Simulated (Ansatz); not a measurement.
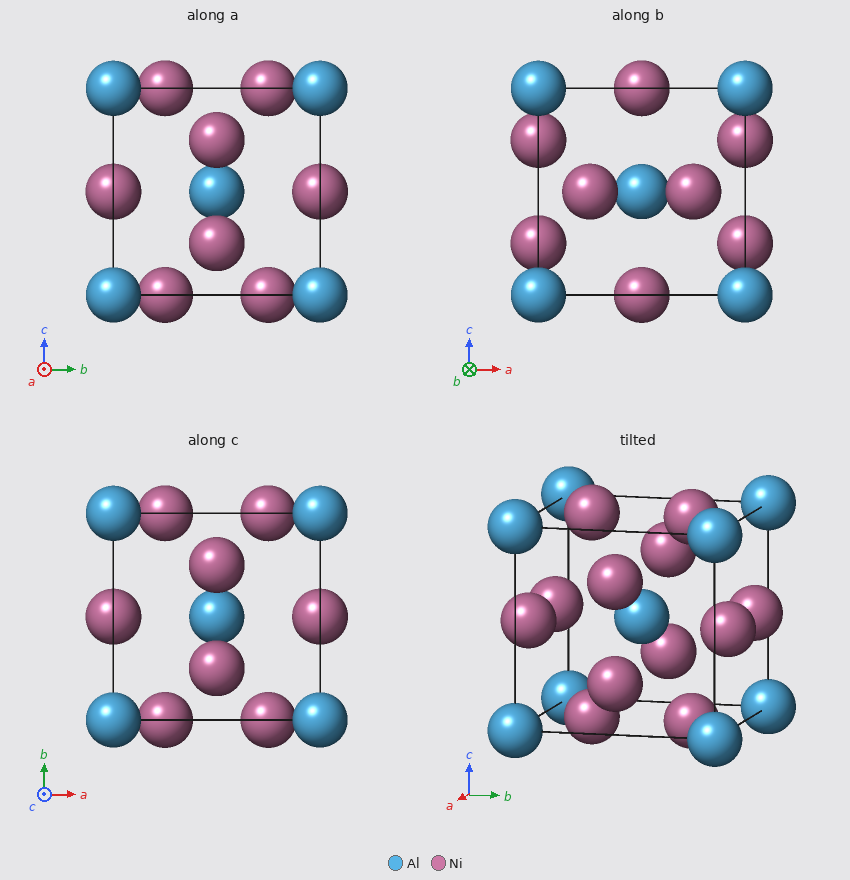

The figure gives a spheres-only picture of the atoms, viewed along the a axis, along the b axis, along the c axis and slightly off an axis. The parallelepiped is the conventional unit cell.

Lattice parameters: a = 4.536 Å, b = 4.536 Å, c = 4.536 Å, α = 90.00°, β = 90.00°, γ = 90.00°.

Record the structure as a table of Wyckoff sites.

Space group Pm-3n (No. 223).
```
atom  site       x       y       z
  Al    2a  0.0000  0.0000  0.0000
  Ni    6c  0.0000  0.5000  0.2500
```

Starting structure: a structure type filled with these elements by a generator (whether the compound takes this form wasn't checked). A relaxation with DFT PBE, scalar-relativistic, plane waves, PAW (Ansatz) gave the geometry drawn.
